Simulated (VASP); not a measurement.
**What a change does: single-point calculation on Ta**

System: Ta (P6₃/mmc, 2 atoms in the cell).
Method of run A: Kohn-Sham DFT of a periodic cell, revPBE, VASP PAW PBE potentials, recommended, no spin polarisation (VASP 6.6.1).

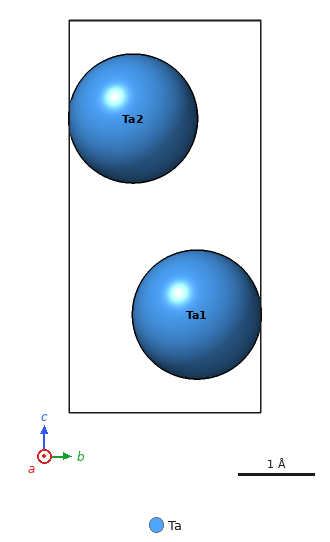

The structure as given in the input (spheres-only view of the cell of the calculation, along the a axis; atoms are numbered from 1 in the order of the input).

INCAR, run A:
```
SYSTEM = Ta
ALGO = Fast
EDIFF = 1E-6
ENCUT = 520
GGA = RE
ISIF = 2
ISMEAR = -1
LASPH = .TRUE.
LCHARG = .FALSE.
LREAL = .FALSE.
LWAVE = .FALSE.
NBANDS = 18
NELM = 60
PREC = Accurate
SIGMA = 0.1
```

KPOINTS, run A:
```
k-points
0
G
  20 20 10
  0 0 0
```

POSCAR, run A:
```
Ta
1.0
    2.9120805103      0.0000000000      0.0000000000
   -1.4560402552      2.5219356998      0.0000000000
    0.0000000000      0.0000000000      5.1686026250
Ta
2
Direct
    0.3333333333      0.6666666667      0.2500000000
    0.6666666667      0.3333333333      0.7500000000
```

Launched with:
```bash
cat potpaw_PBE.64/Ta_pv/POTCAR > POTCAR
mpirun -np 1 vasp_std > vasp.out
```

Hardware: 1 thread of Intel Xeon (Granite Rapids), 64 GiB of memory available, shared host.

OSZICAR and lines of OUTCAR (run A):
```
N       E                     dE             d eps       ncg     rms          rms(c)
DAV:   1     0.170650737035E+03    0.17065E+03   -0.12847E+04  9504   0.126E+03
DAV:   2    -0.189347441881E+02   -0.18959E+03   -0.18653E+03 11738   0.354E+02
DAV:   3    -0.231881070898E+02   -0.42534E+01   -0.41836E+01 11482   0.500E+01
DAV:   4    -0.232202063290E+02   -0.32099E-01   -0.32039E-01 10882   0.453E+00
DAV:   5    -0.232204341489E+02   -0.22782E-03   -0.22780E-03 10706   0.372E-01    0.170E+01
RMM:   6    -0.225325195009E+02    0.68791E+00   -0.69436E-01  9611   0.636E+00    0.825E+00
RMM:   7    -0.223192763820E+02    0.21324E+00   -0.88371E-01 10513   0.666E+00    0.546E-01
RMM:   8    -0.223210185738E+02   -0.17422E-02   -0.47141E-02 11571   0.160E+00    0.485E-01
RMM:   9    -0.223224521864E+02   -0.14336E-02   -0.13338E-02 11704   0.759E-01    0.305E-01
RMM:  10    -0.223219855604E+02    0.46663E-03   -0.36147E-03 10297   0.451E-01    0.108E-01
RMM:  11    -0.223219749096E+02    0.10651E-04   -0.38655E-04 12353   0.165E-01    0.245E-02
RMM:  12    -0.223219845816E+02   -0.96720E-05   -0.83832E-05 12633   0.687E-02    0.178E-02
RMM:  13    -0.223219857876E+02   -0.12060E-05   -0.10707E-05 10534   0.198E-02    0.100E-02
RMM:  14    -0.223219885666E+02   -0.27789E-05   -0.29209E-06  7595   0.111E-02    0.216E-02
RMM:  15    -0.223219872935E+02    0.12731E-05   -0.11294E-06  6318   0.713E-03    0.629E-03
RMM:  16    -0.223219877204E+02   -0.42693E-06   -0.21923E-07  5584   0.306E-03
   1 F= -.22321988E+02 E0= -.22277837E+02  d E =-.883007E-01
[... from OUTCAR:]
  free energy    TOTEN  =       -22.32198772 eV
  energy without entropy =      -22.23368706  energy(sigma->0) =      -22.27783739
 E-fermi :   5.5533     XC(G=0): -12.3004     alpha+bet :-12.6208
  free  energy   TOTEN  =       -22.3219877204 eV
  energy  without entropy=      -22.2336870586  energy(sigma->0) =      -22.27783739
```

The input of run B differs as follows (lines with − go, lines with + come):
```diff
-ALGO = Fast
-EDIFF = 1E-6
+EDIFF = 1E-7
+ALGO = Normal
-k-points
+Automatic mesh
-  20 20 10
+  14 14 7
-    2.9120805103      0.0000000000      0.0000000000
-   -1.4560402552      2.5219356998      0.0000000000
-    0.0000000000      0.0000000000      5.1686026250
+    2.9877525764      0.0000000000      0.0000000000
+   -1.4938762882      2.5874696314      0.0000000000
+    0.0000000000      0.0000000000      5.3029117000
```

How does run B compare with run A?

With the same functional and potentials, run B lies 58.0 meV per atom higher (other lines of the input change too). The pressure goes from 0.18 to −12.05 GPa. The volume per atom goes from 18.98 to 20.50 Å³. The SCF takes 13 iterations against 16. The irreducible k-points go from 264 to 96. The plane waves at Γ go from 1051.0 to 1135.0. On the same kind of shared host run B took about 0.31 times as long.

OSZICAR and lines of OUTCAR (run B):
```
N       E                     dE             d eps       ncg     rms          rms(c)
DAV:   1     0.168869348235E+03    0.16887E+03   -0.12740E+04  3472   0.124E+03
DAV:   2    -0.190413185859E+02   -0.18791E+03   -0.18504E+03  4232   0.349E+02
DAV:   3    -0.231877388276E+02   -0.41464E+01   -0.40696E+01  4292   0.487E+01
DAV:   4    -0.232224195012E+02   -0.34681E-01   -0.34628E-01  3992   0.464E+00
DAV:   5    -0.232226741708E+02   -0.25467E-03   -0.25465E-03  3946   0.389E-01    0.149E+01
DAV:   6    -0.224368092200E+02    0.78586E+00   -0.94976E-01  3854   0.827E+00    0.692E+00
DAV:   7    -0.222078713758E+02    0.22894E+00   -0.76048E-01  4042   0.697E+00    0.583E-01
DAV:   8    -0.222060814846E+02    0.17899E-02   -0.10655E-02  3814   0.855E-01    0.159E-01
DAV:   9    -0.222060461756E+02    0.35309E-04   -0.57905E-04  4024   0.202E-01    0.550E-02
DAV:  10    -0.222060307904E+02    0.15385E-04   -0.36146E-05  4234   0.445E-02    0.752E-03
DAV:  11    -0.222060284663E+02    0.23241E-05   -0.23288E-06  3874   0.106E-02    0.396E-03
DAV:  12    -0.222060273005E+02    0.11658E-05   -0.23172E-07  3182   0.474E-03    0.807E-04
DAV:  13    -0.222060273802E+02   -0.79689E-07   -0.75852E-09  1806   0.795E-04
   1 F= -.22206027E+02 E0= -.22158397E+02  d E =-.952603E-01
[... from OUTCAR:]
  free energy    TOTEN  =       -22.20602738 eV
  energy without entropy =      -22.11076710  energy(sigma->0) =      -22.15839724
 E-fermi :   4.9473     XC(G=0): -11.9168     alpha+bet :-11.6859
  free  energy   TOTEN  =       -22.2060273802 eV
  energy  without entropy=      -22.1107671008  energy(sigma->0) =      -22.15839724
```

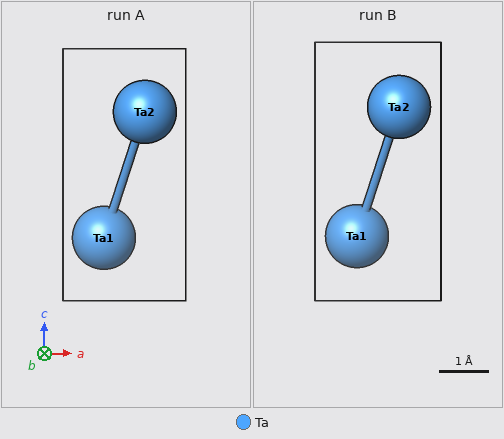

The two input geometries at one scale (ball-and-stick view of the cell of the calculation, along the b axis). No atom moves by more than 0.005 Å relative to the cell. The drawn cell changes as follows: a = b 2.912 → 2.988 Å (+2.6 %), c 5.169 → 5.303 Å (+2.6 %); the volume changes by +8.0 %. Among the contacts that change: Ta1–Ta2 3.083 → 3.163 Å, Ta1–Ta1 2.912 → 2.988 Å.

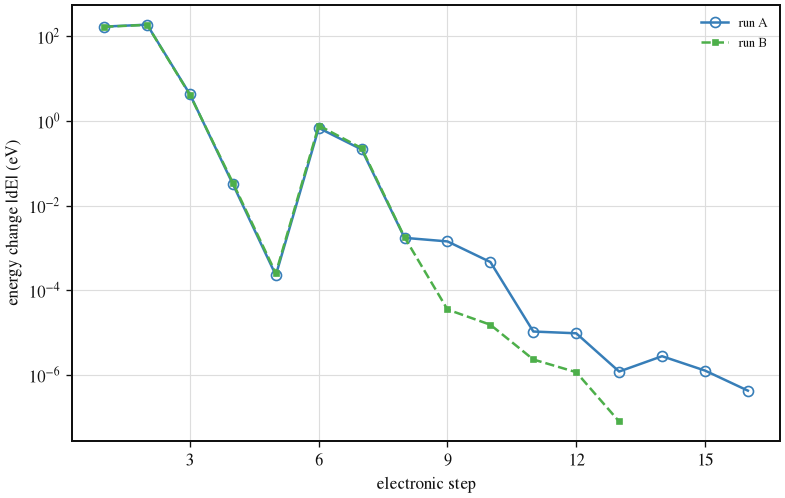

Convergence of the two runs: energy change |dE| against the electronic step. Run A takes 16 steps in all, and run B takes 13.

The two runs side by side:

```csv
quantity,run A,run B
outcome,converged,converged
free energy per atom (eV),−11.1610,−11.1030
"energy per atom, smearing taken to zero (eV)",−11.1389,−11.0792
gap on the mesh (eV),0.00,0.00
pressure (GPa),0.18,−12.05
volume per atom (Å³),18.98,20.50
largest force (eV/Å),0.000,0.000
SCF iterations,16,13
irreducible k-points,264,96
plane waves at Γ,1051,1135
```

For both runs: Spin–orbit coupling is left out, which matters for Ta. For run B: The cell is under a tension of 12.0 GPa at this level, so it is not at its equilibrium volume.
